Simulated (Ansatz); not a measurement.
# Run report: HfSi2, geometry relaxation (part 2 of 2)

Continued. System: HfSi2 (6 atoms in the cell). Method: DFT PBEsol, scalar-relativistic, plane waves, PAW, no spin polarisation (Ansatz 0.2.0); cutoff 420 eV, 10×10×10 k-mesh, Gaussian smearing of 0.1 eV. The structure was built on a prototype by a generator; it need not be a known phase.

Geometry of the input (Å; fractional positions):
```
1.8331  -7.1535  0.0000
1.8331  7.1535  0.0000
0.0000  0.0000  3.6305
Hf 0.6042  0.3958  0.2500
Hf 0.3958  0.6042  0.7500
Si 0.9444  0.0556  0.2500
Si 0.0556  0.9444  0.7500
Si 0.2501  0.7499  0.2500
Si 0.7499  0.2501  0.7500
```

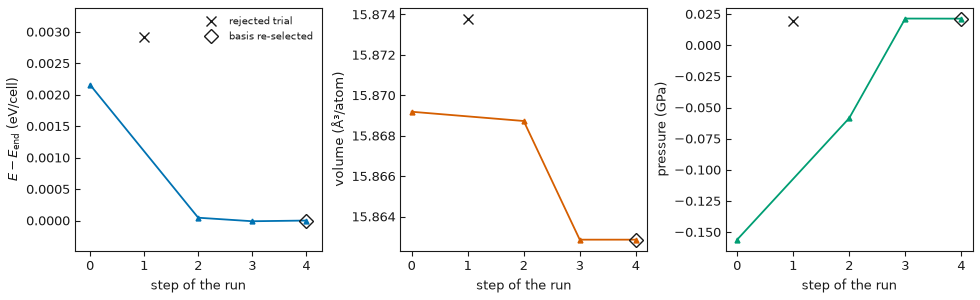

Figure 1. Progress of the relaxation, step by step (the first geometry is step 0 here and step 1 in the log). Over 3 geometry steps the energy falls by 2.2 meV per cell of the calculation. Largest force component: 0.086 eV/Å at the start, 0.0018 eV/Å at the end. The pressure goes from −0.16 to 0.02 GPa. The line search rejected the trial step at point 1 (counted from 0) and went back. The largest moves relative to the cell, 0.008 Å, are those of Hf1 and Hf2. By element the largest moves are Hf 0.008 Å, Si 0.006 Å. Among the contacts that change: Hf1–Si5 2.778 → 2.768 Å. The space group stays Cmcm (No. 63). A last SCF at the same geometry on a re-selected plane-wave basis shifts the energy by +0.0 meV per cell of the calculation. (Atoms are counted from 1 in the order of the input.)

```
basis re-selected at this cell: Δ(F+E_penalty+E_count) = +1.062e-5 eV, ΔP = -0.000 GPa vs the last step (what re-selecting the basis moved, of the pressure what is left beyond the Pulay correction that the steps carried, after the strain that the cell walked since its last selection, with what the two solves' SCF thresholds leave and, on support functions, any second-order correction that the steps lacked; it is no measure of the basis error at this ecutwfc). This SCF's stress stands 3.93e-2 GPa from its target on what of the cell is left free (relax.cell.stress_tol is 5.00e-2 GPa) and its largest allowed force component is 1.79e-3 eV/Å (relax.f_tol is 5.00e-3 eV/Å): within both
SCF converged after 4 iterations
Free energy (F): -33686.007405 eV
Harris-Foulkes:  -33686.007405 eV  (|F-HF|=0.00e0)
Internal energy: -33686.000843 eV  (E = F + TS)
E sigma→0 (E₀):  -33686.004124 eV
Entropy (-TS):   -0.006562 eV (-1.094 meV/atom)
Fermi energy:    15.939095 eV
--- Per-component energies (eV) ---
  E_band       = 15.540830
  E_kinetic    = 1021.955212
  E_local      = -13011.907196  (includes V_loc(G=0)·N_el)
  E_nonlocal   = -2374.576940
  E_hartree    = 6138.837577
  E_xc         = -821.191798
  E_vxc        = -728.872172  (∫ρ·V_xc dr)
  E_paw        = -15609.365402  (= ΣΔE_a)
  E_vpaw       = 2831.266414  (= ΣTr[D̂ρ^β])
  E_aug_tail   = 0.000022  (compensation charges beyond the density's cutoff)
  E_ewald      = -9032.380744
  E_core_change = 2.628426  (= ΣΔE_core)
  E_smearing   = -0.006562  (= −TS)
  E_closure    = 0.000000  (closes the sum)
  Σ components = -33686.007405   (vs F -33686.007405, Δ=0.00e0)
--- Forces (eV/Å), atoms counted from 1 ---
  atom   1  Hf     0.00000000     0.00158645    -0.00000000
  atom   2  Hf    -0.00000000    -0.00158645     0.00000000
  atom   3  Si     0.00000000     0.00178719    -0.00000000
  atom   4  Si    -0.00000000    -0.00178719     0.00000000
  atom   5  Si    -0.00000000     0.00178103     0.00000000
  atom   6  Si     0.00000000    -0.00178103    -0.00000000
  max |Σ_I F_I| component: 3.12e-17 eV/Å
--- Stress (GPa, compression-positive) ---
       -0.007095      -0.000000       0.000000
       -0.000000       0.031820       0.000000
        0.000000       0.000000       0.039261
  P = ⅓ Tr σ = 0.0213 GPa (0.213 kbar)
--- Band table (eV; the first three rows and the last of 186) ---
  k-point 0: bands = ["-45.9189", "-45.9134", "-14.7695", "-14.6710", "-14.6514", "-14.6329", "-14.6262", "-14.5961", "3.0209", "4.0528", "4.0629", "4.0654", "4.0678", "4.0699", "4.0714", "4.0724", "4.0762", "4.0783", "4.0809", "4.0834", "4.0837", "4.0907", "4.0968", "5.1729", "7.2291", "12.0426", "12.7117", "12.7973", "12.9352", "13.2777", "13.3674", "13.3879", "13.4073", "15.9780", "17.0944", "17.2025", "17.6445", "17.7896", "17.9733", "18.4428", "18.4509"]
  k-point 1: bands = ["-45.9185", "-45.9132", "-14.7657", "-14.6693", "-14.6528", "-14.6506", "-14.6208", "-14.6093", "3.1468", "4.0542", "4.0622", "4.0659", "4.0684", "4.0702", "4.0711", "4.0721", "4.0773", "4.0783", "4.0797", "4.0837", "4.0852", "4.0902", "4.0953", "5.2609", "7.3704", "11.2537", "11.9042", "12.8745", "13.0009", "13.3083", "13.4042", "13.5241", "14.0229", "16.4184", "16.5426", "17.0014", "17.1631", "17.6360", "18.0452", "18.6268", "19.0669"]
  k-point 2: bands = ["-45.9172", "-45.9128", "-14.7568", "-14.6896", "-14.6646", "-14.6487", "-14.6418", "-14.6224", "3.5155", "4.0593", "4.0599", "4.0660", "4.0682", "4.0705", "4.0713", "4.0728", "4.0775", "4.0801", "4.0806", "4.0843", "4.0881", "4.0892", "4.0935", "5.5246", "7.7717", "9.9278", "10.6527", "12.9394", "13.1728", "13.3802", "13.3809", "13.7136", "14.7592", "15.7243", "16.2661", "16.7004", "17.2316", "17.3668", "18.7020", "18.8052", "19.2593"]
  k-point 185: bands = ["-45.9128", "-45.9128", "-14.7785", "-14.7785", "-14.6565", "-14.6565", "-14.6480", "-14.6480", "4.0501", "4.0501", "4.0633", "4.0633", "4.0720", "4.0720", "4.0740", "4.0740", "4.0846", "4.0846", "4.0879", "4.0879", "4.0897", "4.0897", "6.2954", "6.2954", "6.7218", "6.7218", "11.7361", "11.7361", "12.6240", "12.6240", "13.5481", "13.5481", "14.9434", "14.9434", "16.0351", "16.0351", "18.4325", "18.4325", "19.1408", "19.1408", "19.2656"]
--- Relaxed structure (4 steps of the walk, 3 accepted, 1 SCFs on fresh bases) ---
  F+E_penalty+E_count = -33686.00740514 eV   max|allowed force component| = 1.787e-3 eV/Å   (the final SCF, on the basis selected at the relaxed cell)
  cell:  # Å, volume = 95.1771 Å³
    - [1.8251369469849283, -7.171681049266015, -4.0544721492853866e-35]
    - [1.8251369469849283, 7.171681049266015, -1.913992736196313e-34]
    - [-4.593668808634584e-34, -3.828067603622973e-35, 3.6356850702115957]
  atoms:
    - { symbol: Hf, position: [0.6046970431618726, 0.3953029568381275, 0.25] }
    - { symbol: Hf, position: [0.3953029568381275, 0.6046970431618726, 0.75] }
    - { symbol: Si, position: [0.9448208868922747, 0.055179113107725275, 0.25] }
    - { symbol: Si, position: [0.055179113107725275, 0.9448208868922747, 0.75] }
    - { symbol: Si, position: [0.2497892571943826, 0.7502107428056176, 0.25] }
    - { symbol: Si, position: [0.7502107428056176, 0.2497892571943826, 0.75] }
```

## Trajectory as extended XYZ (Å, eV, eV/Å), 5 frames, from step=1 to step=5
```
6
Lattice="1.8331 -7.1535 0.0000 1.8331 7.1535 0.0000 0.0000 0.0000 3.6305" Properties=species:S:1:pos:R:3:forces:R:3 step=1 energy=-33686.00525 pressure_GPa=-0.16
Hf    1.8331   -1.4904    0.9076    0.0000  -0.0862   0.0000
Hf    1.8331    1.4904    2.7229    0.0000   0.0862   0.0000
Si    1.8331   -6.3582    0.9076    0.0000  -0.0196   0.0000
Si    1.8331    6.3582    2.7229    0.0000   0.0196   0.0000
Si    1.8331    3.5760    0.9076    0.0000   0.0550   0.0000
Si    1.8331   -3.5760    2.7229    0.0000  -0.0550   0.0000
6
Lattice="1.8178 -7.1854 0.0000 1.8178 7.1854 0.0000 0.0000 0.0000 3.6459" Properties=species:S:1:pos:R:3:forces:R:3 step=2 energy=-33686.00449 pressure_GPa=0.02 accepted=F
Hf    1.8178   -1.5157    0.9115    0.0000   0.1620   0.0000
Hf    1.8178    1.5157    2.7345    0.0000  -0.1620   0.0000
Si    1.8178   -6.3933    0.9115    0.0000  -0.0297   0.0000
Si    1.8178    6.3933    2.7345    0.0000   0.0297   0.0000
Si    1.8178    3.5958    0.9115    0.0000  -0.0222   0.0000
Si    1.8178   -3.5958    2.7345    0.0000   0.0222   0.0000
6
Lattice="1.8256 -7.1698 0.0000 1.8256 7.1698 0.0000 0.0000 0.0000 3.6370" Properties=species:S:1:pos:R:3:forces:R:3 step=3 energy=-33686.00736 pressure_GPa=-0.06
Hf    1.8256   -1.5009    0.9092    0.0000  -0.0002   0.0000
Hf    1.8256    1.5009    2.7277    0.0000   0.0002   0.0000
Si    1.8256   -6.3766    0.9092    0.0000  -0.0171   0.0000
Si    1.8256    6.3766    2.7277    0.0000   0.0171   0.0000
Si    1.8256    3.5872    0.9092    0.0000   0.0082   0.0000
Si    1.8256   -3.5872    2.7277    0.0000  -0.0082   0.0000
6
Lattice="1.8251 -7.1717 0.0000 1.8251 7.1717 0.0000 0.0000 0.0000 3.6357" Properties=species:S:1:pos:R:3:forces:R:3 step=4 energy=-33686.00742 pressure_GPa=0.02
Hf    1.8251   -1.5017    0.9089    0.0000   0.0016   0.0000
Hf    1.8251    1.5017    2.7268    0.0000  -0.0016   0.0000
Si    1.8251   -6.3802    0.9089    0.0000   0.0018   0.0000
Si    1.8251    6.3802    2.7268    0.0000  -0.0018   0.0000
Si    1.8251    3.5889    0.9089    0.0000   0.0018   0.0000
Si    1.8251   -3.5889    2.7268    0.0000  -0.0018   0.0000
6
Lattice="1.8251 -7.1717 0.0000 1.8251 7.1717 0.0000 0.0000 0.0000 3.6357" Properties=species:S:1:pos:R:3:forces:R:3 step=5 energy=-33686.00740 pressure_GPa=0.02
Hf    1.8251   -1.5017    0.9089    0.0000   0.0016   0.0000
Hf    1.8251    1.5017    2.7268    0.0000  -0.0016   0.0000
Si    1.8251   -6.3802    0.9089    0.0000   0.0018   0.0000
Si    1.8251    6.3802    2.7268    0.0000  -0.0018   0.0000
Si    1.8251    3.5889    0.9089    0.0000   0.0018   0.0000
Si    1.8251   -3.5889    2.7268    0.0000  -0.0018   0.0000
```

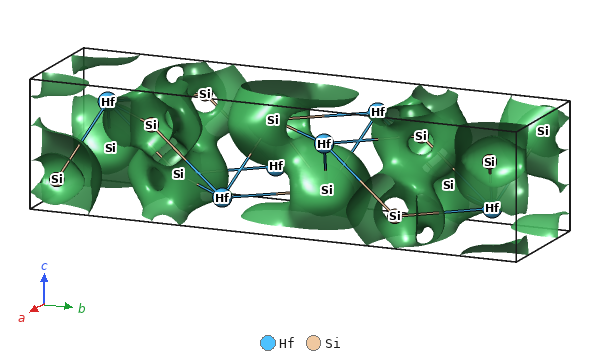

Figure 2. Isosurface of the ELF at 0.6 (green), seen slightly off an axis. Core shells and regions of very low density are left out. Sticks mark near contacts. The outline is the cell set on symmetry axes. The ELF exceeds this value in channels that run through the cell in one direction and sheets that run through the cell in two directions, counted in one cell of 12 atoms. Along the contacts the grid gives the following. Si–Si (2.41 Å): the ELF peaks at about 0.70 between the atoms. Hf–Si (2.67 Å): the ELF is about 0.35 at the midpoint; a polar contact without a shared pair, in a metal. Core electrons are frozen (PAW), so the fields are smoothed inside the atomic spheres.

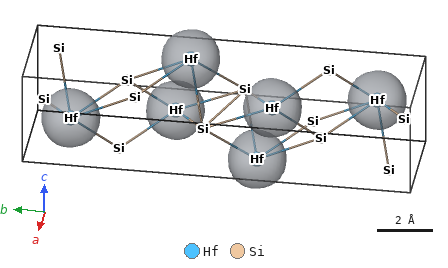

Figure 3. Isosurface of the valence electron density at 0.5 e/Å³ (grey), seen at an oblique angle. Sticks mark near contacts. The outline is the cell set on symmetry axes. At this value the density breaks into separate islands; it holds about 65 % of the electrons treated as valence (semicore included). It is pinched off along the Si–Si (2.41 Å), Hf–Si (2.67 Å), Hf–Si (2.77 Å) and Hf–Si (2.93 Å) contacts. On the grid the lowest density along these lines, outside the cores, is 0.43 e/Å³ (Si–Si, 2.41 Å), 0.34 e/Å³ (Hf–Si, 2.67 Å), 0.3 e/Å³ (Hf–Si, 2.77 Å) and 0.23 e/Å³ (Hf–Si, 2.93 Å).
